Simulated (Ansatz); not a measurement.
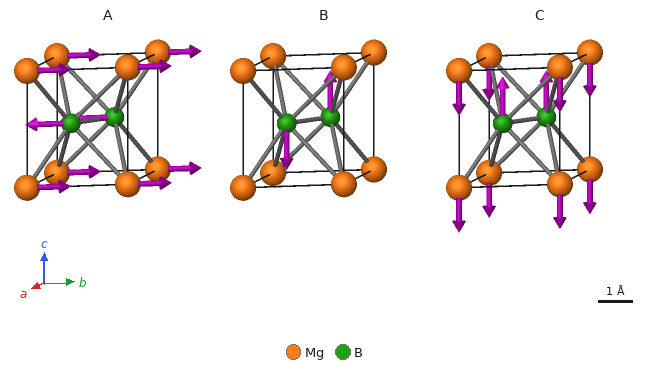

Three optical modes of solid MgB$_{2}$ at the zone centre, in no order (one member of each degenerate set). The purple arrows are the displacements of the atoms (eigenvector over the root of the mass), of arbitrary overall length and sign. Style: ball-and-stick. Shown: the cell of the calculation, slightly off an axis.

Computed with DFT PBEsol, scalar-relativistic, plane waves, PAW (Ansatz). (plane-wave cutoff 420 eV; k-point mesh 15 × 15 × 12; occupations fermi dirac; smearing width 0.15 eV; no spin polarisation)

The frequencies depend somewhat on the k-mesh and the smearing.

Order them from the lowest to the highest frequency (imaginary ones first).

Answer. A (340 cm⁻¹), C (408 cm⁻¹), B (691 cm⁻¹). A, E₁u: The B sublattice moves against the Mg sublattice, along b; the kinetic energy is shared as B 53 %, Mg 47 %. C, A₂u: The B sublattice moves against the Mg sublattice, along c; the kinetic energy is shared as B 53 %, Mg 47 %. B, B₁g: The Mg atoms stay at rest; all motion is along c; atoms of one kind move against one another, with no net shift of their sublattice. The crystal is metallic in this run.
